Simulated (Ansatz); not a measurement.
# TiO2: short molecular dynamics of a 24-atom cell

How do the atoms of TiO2 (P4_2/mnm) move when started on their sites? Runs: PBE, 30 steps of 3 fs under a Nosé-Hoover thermostat at 200 K; r2SCAN, 40 steps of 1.5 fs at constant energy, with velocities drawn for 1000 K. The cell is a 1×2×2 supercell of the structure relaxed with r2SCAN.

Method: DFT, plane waves, PAW, no spin polarisation, in Ansatz 0.2.0.

## (1) The structure to begin with

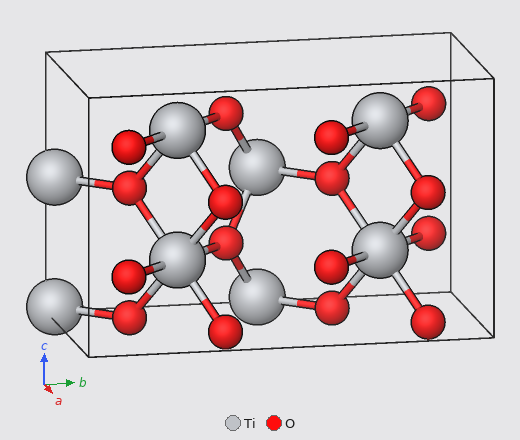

The starting structure, seen slightly off an axis (titanium light grey, oxygen red). Each atom of the cell is drawn once.

Coordinates:

```xyz
24
Lattice="4.5968 0.0000 0.0000 0.0000 9.1937 0.0000 0.0000 0.0000 5.9070" Properties=species:S:1:pos:R:3 pbc="T T T"
Ti    0.0000    0.0000    0.0000
Ti    2.2984    2.2984    1.4768
O     1.4004    1.4004    0.0000
O     0.8980    3.6988    1.4768
O     3.1964    3.1964    0.0000
O     3.6988    0.8980    1.4768
Ti    0.0000    0.0000    2.9535
Ti    2.2984    2.2984    4.4303
O     1.4004    1.4004    2.9535
O     0.8980    3.6988    4.4303
O     3.1964    3.1964    2.9535
O     3.6988    0.8980    4.4303
Ti    0.0000    4.5968    0.0000
Ti    2.2984    6.8953    1.4768
O     1.4004    5.9972    0.0000
O     0.8980    8.2957    1.4768
O     3.1964    7.7933    0.0000
O     3.6988    5.4949    1.4768
Ti    0.0000    4.5968    2.9535
Ti    2.2984    6.8953    4.4303
O     1.4004    5.9972    2.9535
O     0.8980    8.2957    4.4303
O     3.1964    7.7933    2.9535
O     3.6988    5.4949    4.4303
```

## (2) Run 1: PBE

Contents of input.yaml:

```yaml
crystal:
  lattice:
    - [4.5968460062, 0.0, 0.0]
    - [0.0, 9.1936920124, 0.0]
    - [0.0, 0.0, 5.9070030029]
  atoms:
    - { symbol: Ti, position: [0.0, 0.0, 0.0] }
    - { symbol: Ti, position: [0.5, 0.25, 0.25] }
    - { symbol: O, position: [0.3046430012, 0.1523215006, 0.0] }
    - { symbol: O, position: [0.1953569988, 0.4023215006, 0.25] }
    - { symbol: O, position: [0.6953569988, 0.3476784994, 0.0] }
    - { symbol: O, position: [0.8046430012, 0.0976784994, 0.25] }
    - { symbol: Ti, position: [0.0, 0.0, 0.5] }
    - { symbol: Ti, position: [0.5, 0.25, 0.75] }
    - { symbol: O, position: [0.3046430012, 0.1523215006, 0.5] }
    - { symbol: O, position: [0.1953569988, 0.4023215006, 0.75] }
    - { symbol: O, position: [0.6953569988, 0.3476784994, 0.5] }
    - { symbol: O, position: [0.8046430012, 0.0976784994, 0.75] }
    - { symbol: Ti, position: [0.0, 0.5, 0.0] }
    - { symbol: Ti, position: [0.5, 0.75, 0.25] }
    - { symbol: O, position: [0.3046430012, 0.6523215006, 0.0] }
    - { symbol: O, position: [0.1953569988, 0.9023215006, 0.25] }
    - { symbol: O, position: [0.6953569988, 0.8476784994, 0.0] }
    - { symbol: O, position: [0.8046430012, 0.5976784994, 0.25] }
    - { symbol: Ti, position: [0.0, 0.5, 0.5] }
    - { symbol: Ti, position: [0.5, 0.75, 0.75] }
    - { symbol: O, position: [0.3046430012, 0.6523215006, 0.5] }
    - { symbol: O, position: [0.1953569988, 0.9023215006, 0.75] }
    - { symbol: O, position: [0.6953569988, 0.8476784994, 0.5] }
    - { symbol: O, position: [0.8046430012, 0.5976784994, 0.75] }
kpoints:
  mp_grid: { grid: [4, 2, 2] }
hamiltonian:
  xc: pbe
scf:
  occupations: { method: fermi_dirac, width: 0.02 }
md:
  ensemble: nvt_nose_hoover
  temperature: 200
  timestep: 3.0
  n_steps: 30
  initial_velocities: maxwell_boltzmann
  seed: 8292
```

Run with:

```
$ ansatz run input.yaml --threads 4 --pin off --max-ram 5529MiB --backend cpu --events-out ev --progress --plain --runs-dir out
```

Log (excerpt; [...] marks lines left out):

```text
Warning: md: disabling space-group detection — thermal motion breaks the input geometry's symmetry, so no spatial operation reduces the k-mesh or symmetrises the density; time reversal is kept, so that k and −k are solved as one point where they differ and the mesh holds both, and exact [...]
Warning: RAYON_NUM_THREADS=4 ignored (pool sized by the plan → 4); use --threads N
[...]
Pseudopotentials: kind: paw
Pseudopotential: Ti, paw, valence charge 12, recommended cutoff 420 eV (normal), Ti.paw.azcp
Pseudopotential: O, paw, valence charge 6, recommended cutoff 420 eV (normal), O.paw.azcp
Functional definition: PBE
[...]
Crystal: 24 atoms, lattice volume = 249.642 Å³
Basis set: ecut = 420 eV, 4915 PW (Γ), exchange–correlation on 64×128×80 points (8 copies of the dense FFT grid, shifted against one another)
Bands: 120, of which v1, the nominal top of the filled ones, is band 96 counted from 1 (95 counted from 0)
Symmetry: 1 space group operations
k-points: 12 of 16 (time reversal used)
[...]
SCF iter   1: F=—  HF=-29109.066632 eV  |F-HF|=—  |Δ(HF+E_count)|=         —  Δρ=2.05e-3  dr2=4.94e-3  ethr=1.77e-3  ⟨swp⟩=4.8  Hψ=5256  notcnv=0  defer=21
[...]
md step     0: t =     0.00 fs  T =   200.0 K  F+E_penalty+E_count = -29109.07130656 eV  E_kin = 0.594596 eV  conserved = -29108.47671057 eV  (9 SCF iters)
[...]
SCF iter   9: F=—  HF=-29109.041954 eV  |F-HF|=—  |Δ(HF+E_count)|=   2.89e-8  Δρ=4.29e-6  dr2=4.69e-8  ethr=7.80e-11  ⟨swp⟩=2.0  Hψ=2207  notcnv=0
```

## (3) The log goes on: nvt_nose_hoover at 200 K

The log, continued (excerpt; [...] marks lines left out):

```text
SCF iter  10: F=-29109.041954 eV  HF=-29109.041954 eV  |F-HF|=2.96e-9  |Δ(HF+E_count)|=   1.24e-9  Δρ=1.88e-6  dr2=9.25e-9  ethr=1.25e-11  ⟨swp⟩=4.5  Hψ=4533  notcnv=0
[...]
md step     1: t =     3.00 fs  T =   190.4 K  F+E_penalty+E_count = -29109.04195365 eV  E_kin = 0.565975 eV  conserved = -29108.47598471 eV  (10 SCF iters)
[...]
md step     8: t =    24.00 fs  T =    91.5 K  F+E_penalty+E_count = -29108.74070229 eV  E_kin = 0.272008 eV  conserved = -29108.47285288 eV  (5 SCF iters)
[...]
md step    15: t =    45.00 fs  T =    98.2 K  F+E_penalty+E_count = -29108.74076207 eV  E_kin = 0.292058 eV  conserved = -29108.47235466 eV  (5 SCF iters)
[...]
md step    22: t =    66.00 fs  T =   102.9 K  F+E_penalty+E_count = -29108.72302512 eV  E_kin = 0.305907 eV  conserved = -29108.47312725 eV  (5 SCF iters)
[...]
md step    30: t =    90.00 fs  T =   126.8 K  F+E_penalty+E_count = -29108.74965309 eV  E_kin = 0.376945 eV  conserved = -29108.47299591 eV  (10 SCF iters)
SCF converged after 10 iterations
Free energy (F): -29108.749653 eV
[...]
E sigma→0 (E₀):  -29108.749653 eV
Fermi energy:    10.109233 eV
[...]
--- Forces (eV/Å), atoms counted from 1 ---
  atom   1  Ti    -0.48118509     0.31153619    -0.54256475
  atom   2  Ti    -0.02883739     0.20152443     0.07670186
  atom   3  O     -0.04194183    -0.32592407    -0.10298083
  atom   4  O     -0.07309456    -0.51332158    -0.21123329
  atom   5  O      1.02283829     0.04671423     0.15784099
  atom   6  O      0.12666371     0.47179553    -0.06906064
  atom   7  Ti    -0.16742081     0.42277721     0.18283176
  atom   8  Ti    -0.06414101     0.03048111    -0.16280984
[...]
--- MD trajectory: 30 steps, t = 0.0 → 90.0 fs ---
  final state: T = 126.8 K   F+E_penalty+E_count = -29108.74965309 eV   E_kin = 0.376945 eV
  conserved energy: peak-to-peak 6.513e-3 eV (2.714e-4 eV/atom) over 90.0 fs
```

It took 3.3 min on 4 threads of Arm Neoverse V1, shared host; peak memory 1.1 GiB.

## (4) What the atoms did

The trajectory, every 2 steps (energies from step 0); msd is the mean square displacement from the start, the centre of mass held:

| time (fs) | T (K) | potential energy change (meV/atom) | conserved energy change (meV/atom) | msd Ti (Å²) | msd O (Å²) |
| --- | --- | --- | --- | --- | --- |
| 0.0 | 200 | 0.0 | 0.00 | 0.000 | 0.000 |
| 6.0 | 164 | 4.5 | 0.11 | 0.000 | 0.001 |
| 12.0 | 101 | 12.5 | 0.25 | 0.001 | 0.004 |
| 18.0 | 77 | 15.6 | 0.25 | 0.002 | 0.006 |
| 24.0 | 91 | 13.8 | 0.16 | 0.003 | 0.007 |
| 30.0 | 108 | 11.8 | 0.13 | 0.004 | 0.008 |
| 36.0 | 110 | 11.8 | 0.14 | 0.006 | 0.009 |
| 42.0 | 102 | 13.1 | 0.17 | 0.007 | 0.009 |
| 48.0 | 96 | 14.2 | 0.19 | 0.008 | 0.010 |
| 54.0 | 101 | 13.9 | 0.18 | 0.009 | 0.010 |
| 60.0 | 110 | 13.2 | 0.13 | 0.010 | 0.010 |
| 66.0 | 103 | 14.5 | 0.15 | 0.011 | 0.011 |
| 72.0 | 86 | 17.1 | 0.22 | 0.011 | 0.011 |
| 78.0 | 88 | 17.3 | 0.22 | 0.011 | 0.010 |
| 84.0 | 110 | 15.0 | 0.17 | 0.011 | 0.009 |
| 90.0 | 127 | 13.4 | 0.15 | 0.010 | 0.008 |

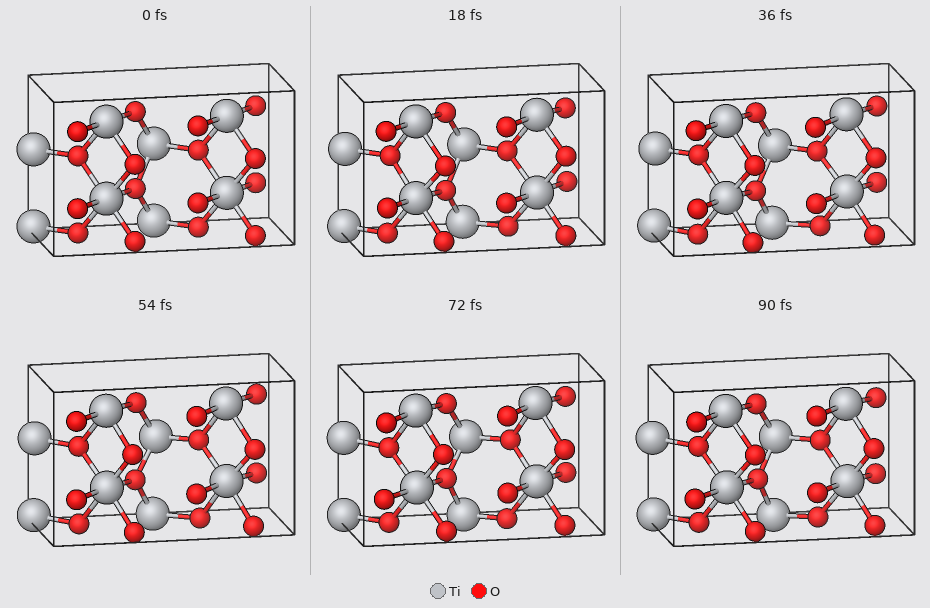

Six frames of the run, seen slightly off an axis. Each atom of the cell is drawn once. Atoms are followed across the cell's faces. Sticks are the contacts of the first frame, kept unless stretched by 40 %.

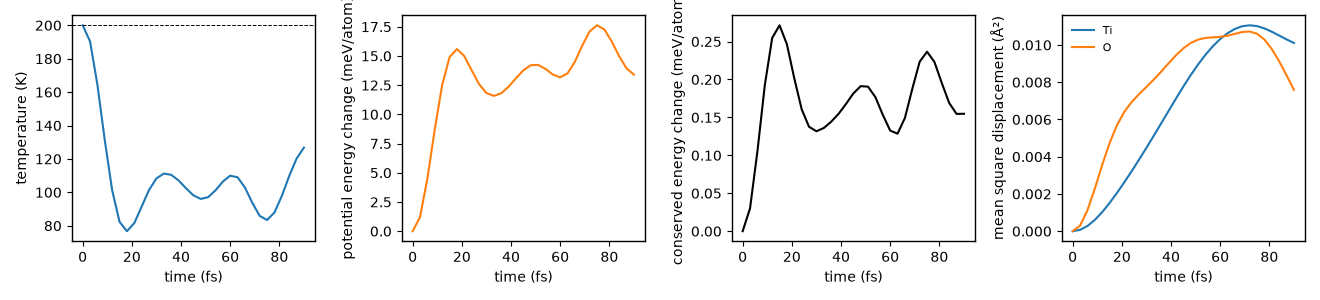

Traces against time; each panel has its own scale. The dashed line is the set temperature.

## (5) Frames from the trajectory

Positions (Å) and forces (eV/Å):

```xyz
24
Lattice="4.597 0.000 0.000 0.000 9.194 0.000 0.000 0.000 5.907" Properties=species:S:1:pos:R:3:forces:R:3 pbc="T T T" time_fs=24.0 T=91 dE=0.3306
Ti    0.007    0.027    0.019    0.256   -0.555    0.200
Ti    2.326    2.276    1.508   -0.064    0.446   -0.125
O     1.339    1.390   -0.032    0.275    0.340   -0.082
O     0.902    3.714    1.396   -0.087   -0.149    0.313
O     3.233    3.134   -0.001   -0.302    0.065   -0.261
O     3.668    0.901    1.489   -0.311    0.154   -0.375
Ti    0.022    0.066    2.981   -0.049   -0.887   -0.165
Ti    2.325    2.271    4.451   -0.040    0.383    0.060
O     1.356    1.481    2.964   -0.277   -0.367   -0.140
O     0.907    3.712    4.388   -0.130   -0.001    0.166
O     3.175    3.222    2.882    0.075   -0.497    0.467
O     3.589    0.857    4.429    0.391    0.290    0.105
Ti    0.022    4.538   -0.049    0.025    0.527    0.074
Ti    2.343    6.891    1.510   -0.163   -0.093    0.361
O     1.324    6.028    0.032    0.189    0.299   -0.316
O     0.851    8.353    1.509    0.339   -0.304   -0.317
O     3.224    7.799    0.013   -0.459   -0.357   -0.179
O     3.594    5.456    1.442    0.649    0.074    0.030
Ti    0.017    4.614    2.910    0.004    0.363   -0.066
Ti    2.315    6.890    4.482   -0.099   -0.104   -0.339
O     1.415    5.942    2.922   -0.375    0.405    0.154
O     0.889    8.302    4.353   -0.197    0.204    0.773
O     3.140    7.842    3.017    0.062   -0.411   -0.622
O     3.620    5.441    4.366    0.291    0.177    0.283
24
Lattice="4.597 0.000 0.000 0.000 9.194 0.000 0.000 0.000 5.907" Properties=species:S:1:pos:R:3:forces:R:3 pbc="T T T" time_fs=45.0 T=98 dE=0.3305
Ti    0.035    0.011    0.050   -0.003    0.181   -0.174
Ti    2.343    2.295    1.522   -0.471   -0.028   -0.171
O     1.324    1.437   -0.073   -0.235   -0.187    0.489
O     0.881    3.702    1.403    0.085    0.133    0.213
O     3.211    3.123   -0.050    0.104    0.739    0.552
O     3.586    0.916    1.419    0.395   -0.613    0.374
Ti    0.034    0.052    2.994   -0.259   -0.163    0.109
Ti    2.343    2.277    4.472   -0.390   -0.271   -0.261
O     1.245    1.450    2.939    0.657    0.208   -0.292
O     0.885    3.725    4.385    0.167    0.036   -0.084
O     3.188    3.146    2.932    0.033    0.220   -0.173
O     3.596    0.875    4.443    0.122   -0.225   -0.413
Ti    0.044    4.529   -0.086    0.133    0.508    0.001
Ti    2.367    6.877    1.561   -0.450   -0.028   -0.963
O     1.296    6.106   -0.013   -0.173   -0.887   -0.288
O     0.885    8.334    1.468   -0.289    0.112    0.319
O     3.161    7.740   -0.009    0.471    0.448    0.037
O     3.643    5.448    1.425   -0.208    0.165    0.193
Ti    0.029    4.654    2.868   -0.230   -0.322    0.197
Ti    2.319    6.871    4.507   -0.213   -0.188    0.347
O     1.337    5.987    2.921    0.085    0.225    0.116
O     0.827    8.361    4.453    0.496   -0.620   -0.653
O     3.127    7.809    2.925    0.365    0.136    0.478
O     3.622    5.432    4.376   -0.192    0.421    0.046
24
Lattice="4.597 0.000 0.000 0.000 9.194 0.000 0.000 0.000 5.907" Properties=species:S:1:pos:R:3:forces:R:3 pbc="T T T" time_fs=66.0 T=103 dE=0.3483
Ti    0.064    0.000    0.070   -0.361    0.012   -0.012
Ti    2.328    2.312    1.524    0.170   -0.296    0.040
O     1.287    1.464   -0.021    0.329   -0.041   -0.210
O     0.878    3.722    1.462    0.103    0.253   -0.206
O     3.178    3.243   -0.010   -0.385   -0.704   -0.349
O     3.572    0.822    1.420    0.151    0.397    0.107
Ti    0.025    0.015    3.011   -0.120   -0.130   -0.184
Ti    2.335    2.267    4.477    0.013    0.099   -0.153
O     1.281    1.458    2.865    0.230   -0.147    0.634
O     0.900    3.739    4.366    0.060   -0.175   -0.086
O     3.210    3.112    2.957    0.020    0.545   -0.125
O     3.625    0.869    4.381   -0.300    0.201    0.379
Ti    0.071    4.562   -0.123   -0.615   -0.373    0.175
Ti    2.358    6.869    1.553   -0.097    0.643    0.222
O     1.249    6.008   -0.100    0.788    0.440    0.869
O     0.878    8.318    1.481    0.223   -0.162   -0.238
O     3.177    7.762   -0.012   -0.189   -0.122    0.202
O     3.654    5.482    1.446   -0.474    0.066   -0.062
Ti    0.026    4.675    2.841   -0.171   -0.287    0.364
Ti    2.308    6.845    4.542    0.084    0.555   -0.831
O     1.271    6.086    2.940    0.330   -0.371   -0.269
O     0.868    8.301    4.435    0.026    0.316   -0.239
O     3.182    7.776    2.910   -0.129   -0.150    0.100
O     3.606    5.499    4.402    0.312   -0.569   -0.128
24
Lattice="4.597 0.000 0.000 0.000 9.194 0.000 0.000 0.000 5.907" Properties=species:S:1:pos:R:3:forces:R:3 pbc="T T T" time_fs=90.0 T=127 dE=0.3217
Ti    0.058   -0.008    0.090   -0.481    0.312   -0.543
Ti    2.321    2.311    1.532   -0.029    0.202    0.077
O     1.311    1.458    0.000   -0.042   -0.326   -0.103
O     0.906    3.790    1.461   -0.073   -0.513   -0.211
O     3.090    3.230   -0.027    1.023    0.047    0.158
O     3.622    0.814    1.452    0.127    0.472   -0.069
Ti   -0.002   -0.036    3.015   -0.167    0.423    0.183
Ti    2.320    2.265    4.462   -0.064    0.030   -0.163
O     1.381    1.420    2.933   -0.428   -0.134   -0.208
O     0.915    3.727    4.342   -0.356    0.151    0.403
O     3.223    3.204    2.933   -0.364   -0.392   -0.109
O     3.618    0.881    4.398    0.555   -0.325    0.002
Ti    0.049    4.569   -0.149   -0.037   -0.182    0.563
Ti    2.331    6.910    1.548    0.184   -0.369   -0.253
O     1.388    5.984    0.004   -0.501   -0.001   -0.362
O     0.903    8.292    1.442   -0.073    0.286    0.250
O     3.174    7.780    0.003    0.236    0.133   -0.403
O     3.578    5.502    1.454    0.716   -0.437   -0.093
Ti   -0.001    4.671    2.840   -0.155   -0.094   -0.354
Ti    2.302    6.858    4.510    0.017    0.086    0.052
O     1.289    6.095    2.923    0.214   -0.261    0.334
O     0.935    8.301    4.363   -0.279    0.257    0.645
O     3.238    7.730    2.966    0.092    0.367    0.097
O     3.653    5.459    4.414   -0.113    0.270    0.106
```

(Part 1 of 2 ends here.)
